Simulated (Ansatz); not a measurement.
## Single-point calculation, with input and output: TaN

System: TaN (6 atoms in the cell).
Method: DFT PBE, scalar-relativistic, plane waves, PAW, no spin polarisation (Ansatz 0.2.0).

The structure derives from an entry of the Crystallography Open Database. It belongs to a series of runs on one base structure; here: band edges of the strained film's bulk.

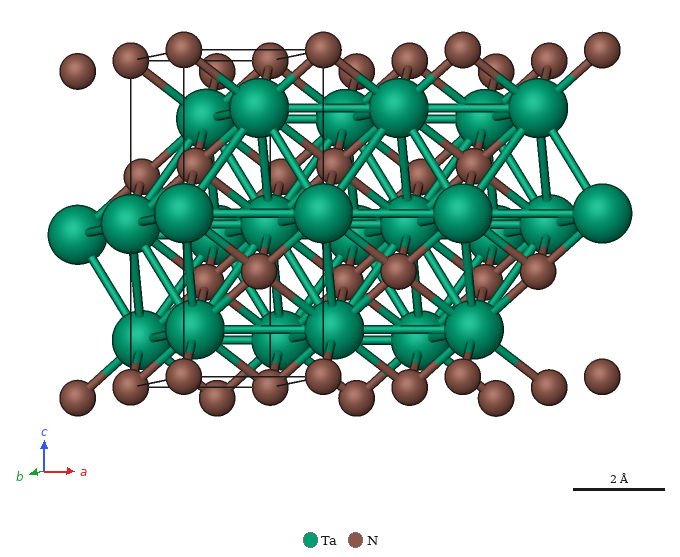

The input geometry (ball-and-stick view of the reduced cell, repeated 3 × 2 × 1, seen at an oblique angle). An atom can appear more than once, as a periodic image. Near neighbours in the periodic cell (some may lie outside the picture): Ta has 6 N at 2.08 to 2.25 Å and 10 Ta at 2.94 to 3.07 Å; N has 6 Ta at 2.08 to 2.25 Å.

## Key numbers

- outcome: converged
- space group (tolerance 0.01 Å): Immm (71)
- electrons treated: 54
- free energy: −30953.1026 eV
- Fermi energy: 21.867 eV
- gap on the k-point mesh: none (metallic)
- pressure: 16.05 GPa
- largest force (length of the vector): under 0.001 eV/Å
- hardware: 4 threads of Arm Neoverse V2, 24 GiB of memory available, shared host
- wall time: 8.2 s (CPU time 32 s)
- peak memory: 0.76 GiB

## Remarks

Spin–orbit coupling is left out, which matters for Ta.

## Input
```yaml
crystal:
  lattice:
    - [5.0976112905, -3.411e-07, -0.0015356002]
    - [-4.824e-07, 7.2091106382, -0.0032030681]
    - [-2.5493109108, -0.0007450635, 1.7086380759]
  atoms:
    - { symbol: Ta, position: [0.3333333333, 0.1666666667, 0.0] }
    - { symbol: Ta, position: [0.6666666667, 0.8333333333, 0.0] }
    - { symbol: Ta, position: [0.0, 0.5, 0.0] }
    - { symbol: "N", position: [0.0, 0.0, 0.0] }
    - { symbol: "N", position: [0.3333333333, 0.6666666667, 0.0] }
    - { symbol: "N", position: [0.6666666667, 0.3333333333, 0.0] }
basis:
  ecutwfc: 420
kpoints:
  mp_grid: { grid: [7, 5, 20] }
hamiltonian:
  xc: pbe
scf:
  occupations: { method: gaussian, width: 0.1 }
output:
  forces: true
  stress: true
  eigenvalues: true
```

Launch command:
```bash
ansatz run input.yaml --threads 4 --pin off --max-ram 10240MiB --backend cpu --events-out ev --progress --plain --runs-dir out
```

## The program's output
```
Engine: ansatz 0.2.0, aarch64-unknown-linux-gnu
Pseudopotentials: kind: paw
Pseudopotential: Ta, paw, valence charge 13, recommended cutoff 420 eV (normal), Ta.paw.azcp
Pseudopotential: N, paw, valence charge 5, recommended cutoff 420 eV (normal), N.paw.azcp
Functional definition: PBE
  parameter kappa = 0.804
  parameter beta = 0.06672455060314922
  exchange = pbe_x(kappa = kappa, mu = beta*pi^2/3)
  correlation = pbe_c(beta = beta)
Crystal: 6 atoms, lattice volume = 62.763 Å³
Basis set: ecut = 420 eV, 1221 PW (Γ), exchange–correlation on 72×100×48 points (8 copies of the dense FFT grid, shifted against one another)
Bands: 33, of which v1, the nominal top of the filled ones, is band 27 counted from 1 (26 counted from 0)
Symmetry: 6 space group operations
Space group: P-1 (ITA 2), of the structure as read, at distance tolerance 4.0e-5 Å
k-points: 351 of 700
Non-local potential: Ta, projectors of the file, l = 0: 3, l = 1: 2, l = 2: 2, l = 3: 1
Non-local potential: N, projectors of the file, l = 0: 2, l = 1: 2, l = 2: 1
PAW form: soft (Blöchl's): semilocal exchange-correlation on the pseudo side does not see the compensation charge
PAW one-centre angular grid: Ta, 590 points (default); XC on 64 Gauss nodes
PAW one-centre angular grid: N, 110 points (default); XC on 64 Gauss nodes
Initial density: superposition of atomic densities (neutral atoms: chi_scale 0, normalization atom), corrected by the library's trained network
Initial wavefunctions: pseudopotential atomic-orbital guess
Functional: x = pbe(κ = 0.804, μ = 0.2195149727645171), c = pbe(β = 0.06672455060314922)
SCF iter   1: F=—  HF=-30953.103015 eV  |F-HF|=—  |Δ(HF+E_count)|=         —  Δρ=5.36e-3  dr2=7.55e-3  ethr=1.77e-3  ⟨swp⟩=5.4  Hψ=46923  notcnv=0
preconditioner: auto → Kerker (q_TF=auto, 2.661 Å⁻¹)  [metal: Δε(μ)=0.002 eV  Ē_g=9.696 eV  σ=0.100 eV  W_gap=0.01  n_scr=24 (ndim 8)  ℏωp=25.7 eV  f_vac=0.000  D(μ)=2.73/eV (n_scr^D=24)]
SCF iter   2: F=—  HF=-30953.102435 eV  |F-HF|=—  |Δ(HF+E_count)|=   5.80e-4  Δρ=3.08e-3  dr2=2.65e-3  ethr=1.40e-5  ⟨swp⟩=2.1  Hψ=21460  notcnv=0
SCF iter   3: F=—  HF=-30953.102572 eV  |F-HF|=—  |Δ(HF+E_count)|=   1.37e-4  Δρ=3.83e-4  dr2=5.60e-5  ethr=4.90e-6  ⟨swp⟩=2.7  Hψ=16615  notcnv=0
SCF iter   4: F=—  HF=-30953.102559 eV  |F-HF|=—  |Δ(HF+E_count)|=   1.20e-5  Δρ=1.35e-4  dr2=4.84e-6  ethr=1.04e-7  ⟨swp⟩=2.0  Hψ=16146  notcnv=0
SCF iter   5: F=—  HF=-30953.102561 eV  |F-HF|=—  |Δ(HF+E_count)|=   1.13e-6  Δρ=2.78e-5  dr2=3.53e-7  ethr=8.96e-9  ⟨swp⟩=2.1  Hψ=16055  notcnv=0
SCF iter   6: F=-30953.102561 eV  HF=-30953.102561 eV  |F-HF|=1.13e-9  |Δ(HF+E_count)|=   4.21e-8  Δρ=6.17e-6  dr2=1.40e-8  ethr=1.85e-10  ⟨swp⟩=8.1  Hψ=45166  notcnv=0
SCF 1 converged in 6 iterations: F = -30953.102561 eV  dr2 = 1.40e-8
  greatest PAW one-centre occupation: 0.999 electrons in one spin orbital (limit 2), on the Ta atom at site 2 (counted from 0), in its partial waves of l = 0
```

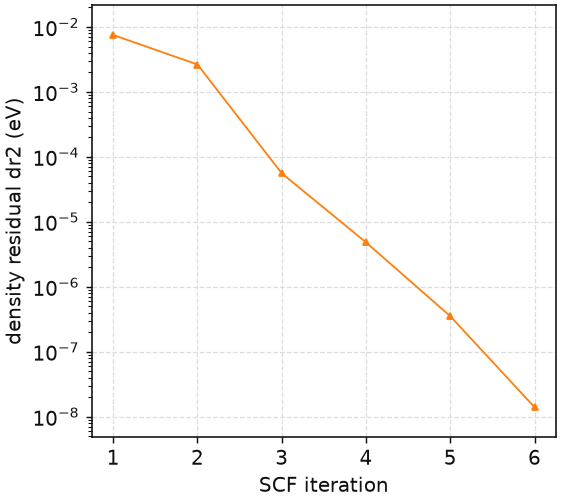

Convergence of the self-consistent field: density residual dr2 against the SCF iteration. The residual falls at every step.

```
SCF converged after 6 iterations
Free energy (F): -30953.102561 eV
Harris-Foulkes:  -30953.102561 eV  (|F-HF|=1.13e-9)
Internal energy: -30953.088835 eV  (E = F + TS)
E sigma→0 (E₀):  -30953.095698 eV
Entropy (-TS):   -0.013726 eV (-2.288 meV/atom)
Fermi energy:    21.866992 eV
--- Per-component energies (eV) ---
  E_band       = -113.271132
  E_kinetic    = 1509.904198
  E_local      = -1728.115021  (includes V_loc(G=0)·N_el)
  E_nonlocal   = 181.890748
  E_hartree    = 586.496068
  E_xc         = -842.269667
  E_vxc        = -850.417280  (∫ρ·V_xc dr)
  E_paw        = -25574.154009  (= ΣΔE_a)
  E_vpaw       = -399.525588  (= ΣTr[D̂ρ^β])
  E_aug_tail   = 0.000731  (compensation charges beyond the density's cutoff)
  E_ewald      = -5086.841884
  E_smearing   = -0.013726  (= −TS)
  E_closure    = 0.000000  (closes the sum)
  Σ components = -30953.102561   (vs F -30953.102561, Δ=0.00e0)
--- Forces (eV/Å), atoms counted from 1 ---
  atom   1  Ta     0.00000000     0.00000000     0.00000000
  atom   2  Ta     0.00000000     0.00000000    -0.00000000
  atom   3  Ta     0.00000000     0.00000000     0.00000000
  atom   4  N      0.00000000     0.00000000     0.00000000
  atom   5  N      0.00000000     0.00000000     0.00000000
  atom   6  N      0.00000000     0.00000000     0.00000000
  max |Σ_I F_I| component: 3.37e-25 eV/Å
--- Stress (GPa, compression-positive) ---
       31.657917      20.082702      -0.017300
       20.082703      16.510235      -0.002861
       -0.017300      -0.002861      -0.006353
  P = ⅓ Tr σ = 16.0539 GPa (160.539 kbar)
--- Band table (eV; the first three rows and the last of 351) ---
  k-point 0: bands = ["-47.3360", "-47.2740", "-47.2740", "-14.2741", "-14.2741", "-13.7894", "-13.7894", "-13.6933", "-13.6615", "-13.6615", "-13.6422", "-13.3975", "3.0995", "5.3900", "5.3900", "13.1970", "13.1970", "14.2358", "14.2358", "15.0697", "15.0697", "17.8230", "18.4480", "18.6220", "18.6471", "19.7113", "20.9073", "21.9275", "22.0351", "22.0351", "22.2620", "22.2620", "22.4200"]
  k-point 1: bands = ["-47.3333", "-47.2730", "-47.2729", "-14.2712", "-14.2703", "-13.8039", "-13.8034", "-13.7268", "-13.6739", "-13.6733", "-13.6600", "-13.4025", "3.2272", "5.3821", "5.3836", "13.1081", "13.1096", "14.4833", "14.4868", "15.0991", "15.0993", "16.9815", "17.7221", "18.1555", "19.4205", "20.3903", "20.9969", "21.3782", "21.3858", "22.6138", "22.7826", "23.0027", "23.0052"]
  k-point 2: bands = ["-47.3255", "-47.2700", "-47.2699", "-14.2650", "-14.2636", "-13.8374", "-13.8363", "-13.8165", "-13.7119", "-13.7096", "-13.7086", "-13.4175", "3.5822", "5.3566", "5.3591", "13.0993", "13.1014", "14.9198", "14.9269", "15.1490", "15.1494", "15.6611", "17.0056", "17.3374", "20.2883", "20.9618", "20.9660", "21.2446", "21.2619", "23.4605", "23.4672", "23.7345", "24.0273"]
  k-point 350: bands = ["-47.2868", "-47.2773", "-47.2472", "-14.4314", "-14.3344", "-14.1766", "-13.9867", "-13.8202", "-13.7497", "-13.7278", "-13.6861", "-13.5980", "4.7572", "4.7917", "5.7453", "12.3293", "13.6548", "14.4864", "14.6196", "15.5376", "15.5394", "15.5925", "16.3076", "16.5113", "18.7935", "20.0975", "21.0095", "22.7872", "23.6309", "24.1446", "24.2445", "24.5193", "24.5854"]
```
